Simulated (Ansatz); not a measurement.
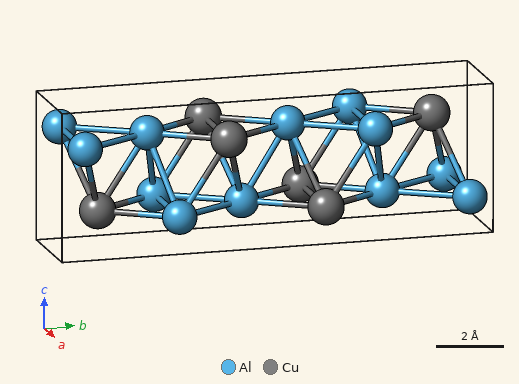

Drawn in the ball-and-stick manner and seen slightly off an axis. The outline marks the conventional unit cell. Cell: a = 2.85 Å, b = 13.48 Å, c = 4.62 Å, α = 90.00°, β = 90.00°, γ = 90.00°.

The cell started as a structure type filled with these elements by a generator (whether the compound takes this form wasn't checked). Earlier steps of the study may have refined or changed the cell and positions. It was the input of a calculation with Ansatz.

Explain the picture.

Answer. The material is Al$_{2}$Cu. Space group Cmcm (No. 63), lattice base-centred orthorhombic. Content of the cell: 8 Al, 4 Cu (Z = 4). Around each Cu lie ten Al and two Cu in a distorted anticuboctahedral arrangement (about 2.6 to 2.8 Å to Al, 2.8 Å to Cu). Al takes two kinds of site: 4c with eight Al and four Cu in a distorted anticuboctahedral arrangement (about 2.7 to 2.8 Å to Al, 2.6 to 2.8 Å to Cu); 4c with six Al and six Cu in a distorted anticuboctahedral arrangement (about 2.7 to 2.8 Å to Al, 2.7 to 2.8 Å to Cu). The bonds build a three-dimensional framework.

The numbers come from DFT PBE, scalar-relativistic, plane waves, PAW (Ansatz 0.2.0), using 420 eV cutoff, k-points about 0.17 Å⁻¹ apart, Gaussian smearing of 0.1 eV, no spin polarisation.

Predict the gap.

Answer. A metal: bands cross the Fermi level.

What charge does Bader's analysis assign to each element?

Answer. Al +0.45 e; Cu -0.91 e.

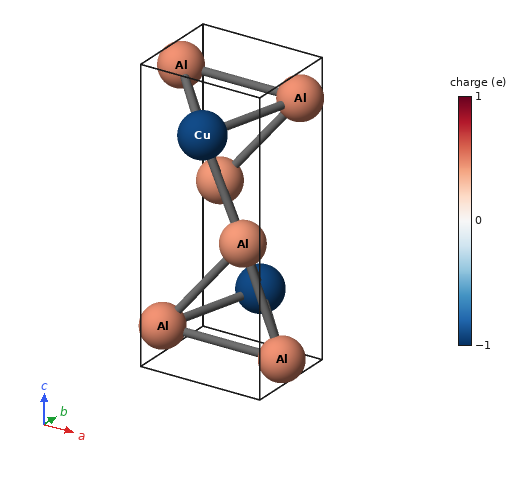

The atoms coloured by those charges. The run's cell of 6 atoms is drawn in a reduced setting, so axes and origin can differ from the first picture.

Are forces and stress small enough to call this relaxed?

Answer. Yes. All forces vanish to within 0.01 eV/Å. The pressure is 0.0 GPa, close to zero.
